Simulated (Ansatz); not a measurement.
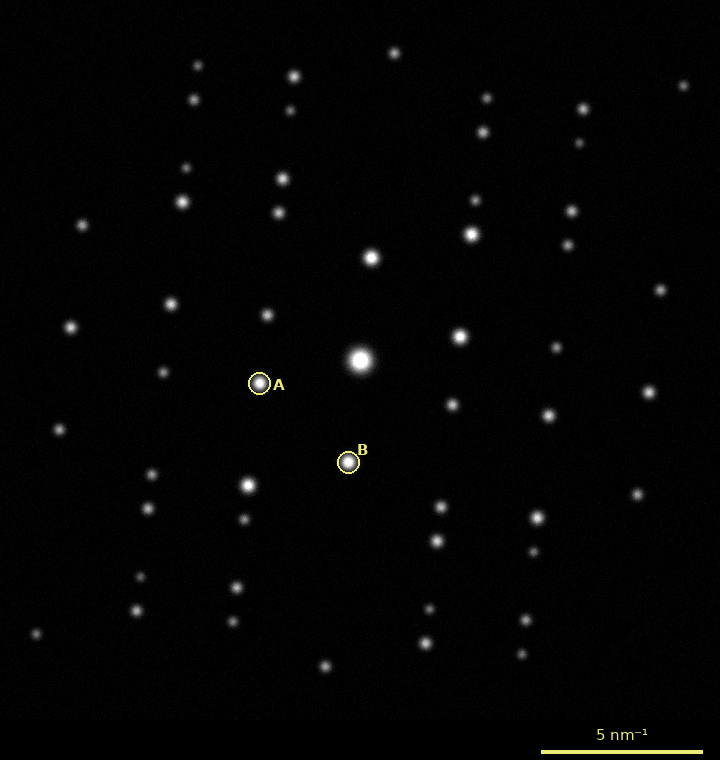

The pattern is a kinematic simulation for 200 kV electrons (no multiple scattering; isotropic B = 0.3 Å²). Two individuals of a reflection twin are superposed (a geometric construction: whether this twin forms is not tested; the second individual is smaller and so fainter). Crystal: Ru, space group Fd-3m (No. 227), a = 5.390 Å, zone axis [110]. Structure: coordinates from a relaxation with DFT PBEsol, scalar-relativistic, plane waves, PAW (Ansatz 0.2.0); the starting structure was generated, so it need not be a known form of this composition.

In the first individual spot A is -1 1 -1 and spot B is -1 1 1.

Find the twin plane.

Answer. (1-1-1). The spot positions of the combined pattern are mirror-symmetric about the row through 1 -1 -1 (d = 3.112 Å), which both individuals share, while a single individual has only symmetry 2mm without that mirror line. Friedel's law adds the mirror line at right angles, so a twin on (1-12) would give the same picture; the more widely spaced plane was used.

Which other reflections coincide?

Answer. Off the common row, 2 -2 4, 1 -1 5, 3 -3 3 and their kin fall on spots of the second individual; about 20 % of the first individual's visible spots are shared.
